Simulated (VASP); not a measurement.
**Lu: geometry relaxation**

- system: Lu (P6₃/mmc, 2 atoms in the cell)
- method: Kohn-Sham DFT of a periodic cell, PBEsol, VASP PAW PBE potentials, recommended, no spin polarisation (VASP 6.6.1)

The structure derives from an entry of the Crystallography Open Database.

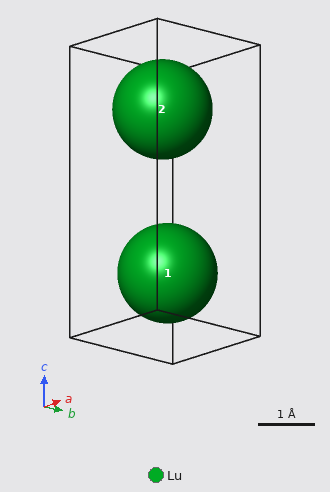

Fig. 1: The starting structure (spheres-only view of the cell of the calculation, seen at an oblique angle; atoms are numbered from 1 in the order of the input). An atom can appear more than once, as a periodic image.

## INCAR
```
SYSTEM = Lu
ALGO = Normal
EDIFF = 1E-7
EDIFFG = -0.01
ENCUT = 600
GGA = PS
IBRION = 2
ISIF = 4
ISMEAR = 1
LASPH = .True.
LCHARG = .False.
LREAL = .False.
LWAVE = .False.
NELM = 80
NSW = 40
PREC = Accurate
SIGMA = 0.1
```

## KPOINTS
```
k-points
0
Gamma
  12 12 7
  0 0 0
```

## POSCAR
```
Lu                                      
1.0
    3.4517211527     -0.0000000000     -0.0000000000
   -1.7258605764      2.9892782051      0.0000000000
    0.0000000000     -0.0000000000      5.3589818177
  Lu            
     2
Direct
     0.3333333332999970    0.6666666667000030    0.2500000000000000
     0.6666666667000030    0.3333333332999970    0.7500000000000000
```

Run as:
```bash
cat potpaw_PBE.64/Lu/POTCAR > POTCAR
mpirun -np 1 vasp_std > vasp.out
```

## OSZICAR
```
N       E                     dE             d eps       ncg     rms          rms(c)
DAV:   1     0.262270944717E+03    0.26227E+03   -0.21150E+04  6370   0.596E+03
DAV:   2     0.217403148063E+02   -0.24053E+03   -0.23298E+03  4954   0.573E+02
DAV:   3    -0.713224338324E+01   -0.28873E+02   -0.28315E+02  6540   0.129E+02
DAV:   4    -0.100127654032E+02   -0.28805E+01   -0.28570E+01  7206   0.276E+01
DAV:   5    -0.101136969345E+02   -0.10093E+00   -0.10088E+00  7194   0.528E+00    0.492E+00
DAV:   6    -0.993756533861E+01    0.17613E+00   -0.63075E-01  7362   0.114E+01    0.213E+00
DAV:   7    -0.990529468920E+01    0.32271E-01   -0.97156E-02  6614   0.200E+00    0.513E-01
DAV:   8    -0.990162998032E+01    0.36647E-02   -0.17620E-02  7582   0.996E-01    0.167E-01
DAV:   9    -0.990196910755E+01   -0.33913E-03   -0.22695E-03  5848   0.382E-01    0.200E-01
DAV:  10    -0.990191682904E+01    0.52279E-04   -0.49287E-04  6976   0.220E-01    0.196E-02
DAV:  11    -0.990191539496E+01    0.14341E-05   -0.25581E-05  6832   0.349E-02    0.214E-03
DAV:  12    -0.990191508356E+01    0.31140E-06   -0.15412E-06  5956   0.101E-02    0.122E-03
DAV:  13    -0.990191510817E+01   -0.24607E-07   -0.49464E-08  3404   0.176E-03
   1 F= -.99019151E+01 E0= -.99013871E+01  d E =-.990192E+01
```

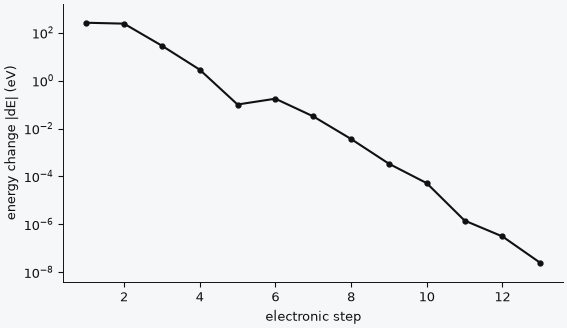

Fig. 2: Convergence of the self-consistent field: energy change |dE| against the electronic step. It takes 13 electronic steps.

## Parts of OUTCAR
```
SYSTEM = Lu
   EDIFF = 1E-7
   EDIFFG = -0.01
   ENCUT = 600
   GGA = PS
   IBRION = 2
   ISIF = 4
   ISMEAR = 1
   LASPH = .True.
   LREAL = .False.
   NELM = 80
   NSW = 40
   PREC = Accurate

 ion  position               nearest neighbor table
   1  0.333  0.667  0.250-   2 3.34   2 3.34   2 3.34   2 3.34   2 3.34   2 3.34
   2  0.667  0.333  0.750-   1 3.34   1 3.34   1 3.34   1 3.34   1 3.34   1 3.34

  LATTYP: Found a hexagonal cell.
 ALAT       =     3.4517211527
 C/A-ratio  =     1.5525535177

  Lattice vectors:

 A1 = (   3.4517211527,   0.0000000000,   0.0000000000)
 A2 = (  -1.7258605764,   2.9892782051,   0.0000000000)
 A3 = (   0.0000000000,   0.0000000000,   5.3589818177)

Analysis of symmetry for initial positions (statically):
=====================================================================
 Subroutine PRICEL returns:
 Original cell was already a primitive cell.

 Routine SETGRP: Setting up the symmetry group for a
 hexagonal supercell.

 Subroutine GETGRP returns: Found 24 space group operations
 (whereof 12 operations were pure point group operations)
 out of a pool of 24 trial point group operations.

The static configuration has the point symmetry D_3d.
 The point group associated with its full space group is D_6h.

Analysis of symmetry for dynamics (positions and initial velocities):
=====================================================================
 Subroutine PRICEL returns:
 Original cell was already a primitive cell.

 Routine SETGRP: Setting up the symmetry group for a
 hexagonal supercell.

 Subroutine GETGRP returns: Found 24 space group operations
 (whereof 12 operations were pure point group operations)
 out of a pool of 24 trial point group operations.

The dynamic configuration has the point symmetry D_3d.
 The point group associated with its full space group is D_6h.

 Subroutine INISYM returns: Found 24 space group operations
 (whereof 12 operations are pure point group operations),
 and found     1 'primitive' translations

----------------------------------------------------------------------------------------

                                     Primitive cell

  volume of cell :      55.2948

  direct lattice vectors                    reciprocal lattice vectors
     3.451721153  0.000000000  0.000000000     0.289710540  0.167264458  0.000000000
    -1.725860576  2.989278205  0.000000000     0.000000000  0.334528917  0.000000000
     0.000000000  0.000000000  5.358981818     0.000000000  0.000000000  0.186602611

  length of vectors
     3.451721153  3.451721153  5.358981818     0.334528917  0.334528917  0.186602611

  position of ions in fractional coordinates (direct lattice)
     0.333333333  0.666666667  0.250000000
     0.666666667  0.333333333  0.750000000

  ion indices of the primitive-cell ions
   primitive index   ion index
                 1           1
                 2           2

----------------------------------------------------------------------------------------

 KPOINTS: k-points

Automatic generation of k-mesh.
 Grid dimensions read from file:
 generate k-points for:   12   12    7

 Generating k-lattice:

  Cartesian coordinates                     Fractional coordinates (reciprocal lattice)
     0.024142545  0.013938705  0.000000000     0.083333333  0.000000000  0.000000000
     0.000000000  0.027877410  0.000000000     0.000000000  0.083333333  0.000000000
     0.000000000  0.000000000  0.026657516     0.000000000  0.000000000  0.142857143

  Length of vectors
     0.027877410  0.027877410  0.026657516

  Shift w.r.t. Gamma in fractional coordinates (k-lattice)
     0.000000000  0.000000000  0.000000000

 Subroutine IBZKPT returns following result:
 ===========================================

 Found     76 irreducible k-points:

 Following reciprocal coordinates:
            Coordinates               Weight
  0.000000  0.000000  0.000000      1.000000
  0.083333 -0.000000  0.000000      6.000000
  0.166667  0.000000  0.000000      6.000000
  0.250000 -0.000000  0.000000      6.000000
  0.333333  0.000000  0.000000      6.000000
  0.416667  0.000000  0.000000      6.000000
  0.500000 -0.000000  0.000000      3.000000
  0.083333  0.083333  0.000000      6.000000
  0.166667  0.083333  0.000000     12.000000
  0.250000  0.083333  0.000000     12.000000
  0.333333  0.083333  0.000000     12.000000
  0.416667  0.083333  0.000000     12.000000
  0.166667  0.166667  0.000000      6.000000
  0.250000  0.166667  0.000000     12.000000
  0.333333  0.166667  0.000000     12.000000
  0.416667  0.166667  0.000000      6.000000
  0.250000  0.250000  0.000000      6.000000
  0.333333  0.250000  0.000000     12.000000
  0.333333  0.333333  0.000000      2.000000
  0.000000  0.000000  0.142857      2.000000
  0.083333 -0.000000  0.142857     12.000000
  0.166667  0.000000  0.142857     12.000000
  0.250000 -0.000000  0.142857     12.000000
  0.333333  0.000000  0.142857     12.000000
 [... further k-points ...]
   k-points           NKPTS =     76   k-points in BZ     NKDIM =     76   number of bands    NBANDS=     30
   number of dos      NEDOS =    301   number of ions     NIONS =      2
   total plane-waves  NPLWV =  37632
   dimension x,y,z NGX =    28 NGY =   28 NGZ =   48
   dimension x,y,z NGXF=    56 NGYF=   56 NGZF=   96
   ions per type =               2
   NGX,Y,Z   is equivalent  to a cutoff of  13.49, 13.49, 14.89 a.u.
   NGXF,Y,Z  is equivalent  to a cutoff of  26.97, 26.97, 29.78 a.u.
 SYSTEM =  Lu
   PREC   = accura    normal or accurate (medium, high low for compatibility)
   ISTART =      0    job   : 0-new  1-cont  2-samecut
   ICHARG =      2    charge: 1-file 2-atom 10-const
   ISPIN  =      1    spin polarized calculation?
   LNONCOLLINEAR =      F non collinear calculations
   LSORBIT =      F    spin-orbit coupling
   LASPH  =      T    aspherical Exc in radial PAW
   ENCUT  =  600.0 eV  44.10 Ry    6.64 a.u.   6.89  6.89 10.70*2*pi/ulx,y,z
   NELM   =     80;   NELMIN=  2; NELMDL= -5     # of ELM steps
   EDIFF  = 0.1E-06   stopping-criterion for ELM
   LREAL  =      F    real-space projection
   EDIFFG = -.1E-01   stopping-criterion for IOM
   NSW    =     40    number of steps for IOM
   IBRION =      2    ionic relax: 0-MD 1-quasi-New 2-CG
   NFREE  =      1    steps in history (QN), initial steepest desc. (CG)
   ISIF   =      4    stress and relaxation
   ISYM   =      2    0-nonsym 1-usesym 2-fastsym
   POTIM  = 0.5000    time-step for ionic-motion
   TEBEG  =    0.0;   TEEND  =   0.0 temperature during run
   PSTRESS=    0.0 pullay stress
   NELECT =      50.0000    total number of electrons
   NUPDOWN=      -1.0000    fix difference up-down
   EMIN   =  10.00;   EMAX   =-10.00  energy-range for DOS
   EFERMI =   0.00;   METHOD = LEGACY
   ISMEAR =     1;   SIGMA  =   0.10  broadening in eV -4-tet -1-fermi 0-gaus
   EFERMI_NEDOS =   21; number of points for ismear=-14 and -15
   IALGO  =     38    algorithm
   IMIX   =      4    mixing-type and parameters
     AMIX     =   0.40;   BMIX     =  1.00
     AMIX_MAG =   1.60;   BMIX_MAG =  1.00
  volume/ion in A,a.u.               =      27.65       186.57
  Fermi-wavevector in a.u.,A,eV,Ry     =   1.583082  2.991591 34.098219  2.506148
  Thomas-Fermi vector in A             =   2.682907
   LORBIT       =      0    0 simple, 1 ext, 2 COOP (PROOUT), +10 PAW based schemes
   GGA     = PS    functional components
   LHFCALC =     F    Hartree Fock is set to
   AEXX    =    0.0000 exact exchange contribution
   IVDW    =     0    specifies the selected vdW correction
   LEPSILON=     F    determine dielectric tensor
   LRPA    =     F    only Hartree local field effects (RPA)
 conjugate gradient relaxation of ions
 non-spin polarized calculation
 Methfessel and Paxton  Order N= 1 SIGMA  =   0.10
  energy-cutoff  :      600.00
  volume of cell :       55.29
 maximum number of plane-waves:      1875
 NGX is ok and might be reduce to    28
   NGX = 13   NGY = 13   NGZ = 21

 number of electron      50.0000000 magnetization

 Free energy of the ion-electron system (eV)
  ---------------------------------------------------
  ext. energy  EPLUGINS =         0.00000000
  ---------------------------------------------------
  free energy    TOTEN  =        -9.90191511 eV

  energy without entropy =       -9.90033103  energy(sigma->0) =       -9.90138708

 E-fermi :   2.2858     XC(G=0): -11.0293     alpha+bet : -9.0198

 val. band max:        2.2645043679   @ k =   0.4167   0.0000   0.4286
 cond. band min:       2.2934279116   @ k =   0.1667   0.0833   0.2857
 fundamental gap:      0.0289235437
 Fermi energy:         2.2857737125

 k-point     1 :       0.0000    0.0000    0.0000
  band No.  band energies     occupation
      1     -53.7893      2.00000
      2     -53.7425      2.00000
      3     -24.7989      2.00000
      4     -24.2880      2.00000
      5     -24.2880      2.00000
      6     -24.1844      2.00000
      7     -24.1844      2.00000
      8     -24.1386      2.00000
      9      -3.8786      2.00000
     10      -2.5866      2.00000
     11      -2.5754      2.00000
     12      -2.5654      2.00000
     13      -2.5404      2.00000
     14      -2.5404      2.00000
     15      -2.5338      2.00000
     16      -2.5338      2.00000
     17      -2.5207      2.00000
     18      -2.5207      2.00000
     19      -2.5108      2.00000
     20      -2.4834      2.00000
     21      -2.4834      2.00000
     22      -2.4616      2.00000
     23      -2.4566      2.00000
     24      -0.2018      2.00000
     25       3.1826     -0.00000
     26       4.4737      0.00000
     27       4.4737      0.00000
     28       4.9914      0.00000
     29       5.2717      0.00000
     30       5.2717      0.00000

 k-point     2 :       0.0833   -0.0000    0.0000
  band No.  band energies     occupation
      1     -53.7873      2.00000
      2     -53.7419      2.00000
      3     -24.7856      2.00000
      4     -24.3139      2.00000
      5     -24.2971      2.00000
      6     -24.2120      2.00000
      7     -24.1876      2.00000
      8     -24.1453      2.00000
      9      -3.7043      2.00000
     10      -2.5851      2.00000
     11      -2.5711      2.00000
     12      -2.5613      2.00000
     13      -2.5437      2.00000
     14      -2.5382      2.00000
     15      -2.5380      2.00000
     16      -2.5351      2.00000
     17      -2.5193      2.00000
     18      -2.5188      2.00000
     19      -2.5077      2.00000
     20      -2.4868      2.00000
     21      -2.4852      2.00000
     22      -2.4663      2.00000
     23      -2.4609      2.00000
     24      -0.0248      2.00000
     25       3.0332     -0.00000
     26       4.0435     -0.00000
     27       4.6424      0.00000
     28       5.0399      0.00000
     29       5.3140      0.00000
     30       5.4383      0.00000

 k-point     3 :       0.1667    0.0000    0.0000
  band No.  band energies     occupation
      1     -53.7816      2.00000
      2     -53.7403      2.00000
      3     -24.7474      2.00000
      4     -24.3848      2.00000
      5     -24.3212      2.00000
      6     -24.2856      2.00000
      7     -24.1972      2.00000
      8     -24.1655      2.00000
      9      -3.2027      2.00000
     10      -2.5819      2.00000
     11      -2.5585      2.00000
     12      -2.5525      2.00000
     13      -2.5490      2.00000
     14      -2.5448      2.00000
     15      -2.5384      2.00000
     16      -2.5317      2.00000
     17      -2.5158      2.00000
     18      -2.5132      2.00000
     19      -2.5010      2.00000
     20      -2.4958      2.00000
     21      -2.4947      2.00000
     22      -2.4791      2.00000
     23      -2.4666      2.00000
     24       0.4552      2.00000
     25       2.6511     -0.00000
     26       3.3603     -0.00000
     27       4.5326      0.00000
     28       5.0583      0.00000
     29       5.1392      0.00000
     30       5.1969      0.00000

 k-point     4 :       0.2500   -0.0000    0.0000
  band No.  band energies     occupation
      1     -53.7734      2.00000
      2     -53.7385      2.00000
      3     -24.6897      2.00000
      4     -24.4822      2.00000
      5     -24.3822      2.00000
      6     -24.3527      2.00000
      7     -24.2114      2.00000
      8     -24.1985      2.00000
      9      -2.5815      2.00000
     10      -2.5596      2.00000
     11      -2.5541      2.00000
     12      -2.5480      2.00000
     13      -2.5426      2.00000
     14      -2.5321      2.00000
     15      -2.5240      2.00000
     16      -2.5139      2.00000
     17      -2.5120      2.00000
     18      -2.5118      2.00000
     19      -2.5042      2.00000
     20      -2.4975      2.00000
     21      -2.4945      2.00000
     22      -2.4668      2.00000
     23      -2.4122      2.00000
     24       1.0323      2.00000
     25       2.1797      2.06072
     26       2.7448     -0.00000
     27       4.0878     -0.00000
     28       4.6149      0.00000
     29       4.7669      0.00000
     30       5.9356      0.00000

 k-point     5 :       0.3333    0.0000    0.0000
  band No.  band energies     occupation
      1     -53.7645      2.00000
      2     -53.7375      2.00000
      3     -24.6213      2.00000
      4     -24.5800      2.00000
      5     -24.4747      2.00000
      6     -24.3830      2.00000
      7     -24.2422      2.00000
      8     -24.2265      2.00000
      9      -2.5858      2.00000
     10      -2.5644      2.00000
     11      -2.5463      2.00000
     12      -2.5379      2.00000
     13      -2.5292      2.00000
     14      -2.5291      2.00000
     15      -2.5204      2.00000
     16      -2.5173      2.00000
     17      -2.5152      2.00000
     18      -2.5090      2.00000
     19      -2.5082      2.00000
     20      -2.4940      2.00000
     21      -2.4908      2.00000
     22      -2.4653      2.00000
     23      -1.5032      2.00000
     24       1.2494      2.00000
     25       1.7538      2.00000
     26       2.3559      0.07938
     27       4.1089     -0.00000
     28       4.2766     -0.00000
     29       4.4118      0.00000
     30       6.9811      0.00000

 [... the levels of 18 k-points are left out ...]

 k-point    24 :       0.3333    0.0000    0.1429
  band No.  band energies     occupation
      1     -53.7632      2.00000
      2     -53.7389      2.00000
      3     -24.6597      2.00000
      4     -24.5320      2.00000
      5     -24.4872      2.00000
      6     -24.3754      2.00000
      7     -24.2390      2.00000
      8     -24.2344      2.00000
      9      -2.5855      2.00000
     10      -2.5624      2.00000
     11      -2.5459      2.00000
     12      -2.5372      2.00000
     13      -2.5336      2.00000
     14      -2.5315      2.00000
     15      -2.5229      2.00000
     16      -2.5164      2.00000
     17      -2.5111      2.00000
     18      -2.5103      2.00000
     19      -2.5038      2.00000
     20      -2.4953      2.00000
     21      -2.4919      2.00000
     22      -2.4665      2.00000
     23      -1.4076      2.00000
     24       1.1079      2.00000
     25       1.7432      2.00000
     26       2.4346     -0.05630
     27       3.9209     -0.00000
     28       4.3794      0.00000
     29       4.5138      0.00000
     30       6.9293      0.00000

 [... further k-points ...]

------------------------ aborting loop because EDIFF is reached ----------------------------------------

  FORCE on cell =-STRESS in cart. coord.  units (eV):
  Direction    XX          YY          ZZ          XY          YZ          ZX
  --------------------------------------------------------------------------------------
  -------------------------------------------------------------------------------------
  Total       -0.0198878     -0.0198878     -0.0051883      0.0000000      0.0000000      0.0000000
  in kB       -0.5762528     -0.5762528     -0.1503323      0.0000000      0.0000000      0.0000000
  external PRESSURE =      -0.4342793 kB  Pullay stress =       0.0000000 kB

 VOLUME and BASIS-vectors are now :
 -----------------------------------------------------------------------------
  energy-cutoff  :      600.00
  volume of cell :       55.29
      direct lattice vectors                 reciprocal lattice vectors
     3.451721153  0.000000000  0.000000000     0.289710540  0.167264458  0.000000000
    -1.725860576  2.989278205  0.000000000     0.000000000  0.334528917  0.000000000
     0.000000000  0.000000000  5.358981818     0.000000000  0.000000000  0.186602611

 POSITION                                       TOTAL-FORCE (eV/Angst)
 -----------------------------------------------------------------------------------
     -0.00000      1.99285      1.33975        -0.000000      0.000000      0.000000
      1.72586      0.99643      4.01924         0.000000     -0.000000      0.000000
 -----------------------------------------------------------------------------------
    total drift:                               -0.000000      0.000000     -0.000000

  FREE ENERGIE OF THE ION-ELECTRON SYSTEM (eV)
  ---------------------------------------------------
  free  energy   TOTEN  =        -9.9019151082 eV

  energy  without entropy=       -9.9003310311  energy(sigma->0) =       -9.90138708

 reached required accuracy - stopping structural energy minimisation
```

## CONTCAR
```
Lu
   1.00000000000000
     3.4517211526999998    0.0000000000000000    0.0000000000000000
    -1.7258605763999999    2.9892782051000002    0.0000000000000000
     0.0000000000000000    0.0000000000000000    5.3589818177000001
  Lu
     2
Direct
     0.3333333332999970    0.6666666667000030    0.2500000000000000
     0.6666666667000030    0.3333333332999970    0.7500000000000000

  0.00000000E+00  0.00000000E+00  0.00000000E+00
  0.00000000E+00  0.00000000E+00  0.00000000E+00
```

## Summary

- outcome: converged
- space group (tolerance 0.01 Å): P6₃/mmc (194)
- electrons treated: 50
- free energy: −9.9019 eV
- gap on the k-point mesh: none (metallic)
- pressure: −0.04 GPa
- final volume: 55.29 Å³
- largest force (length of the vector): under 0.001 eV/Å
- hardware: 1 thread of Intel Xeon (Granite Rapids), 64 GiB of memory available, shared host
- wall time: 73 s
- peak memory: 0.28 GiB
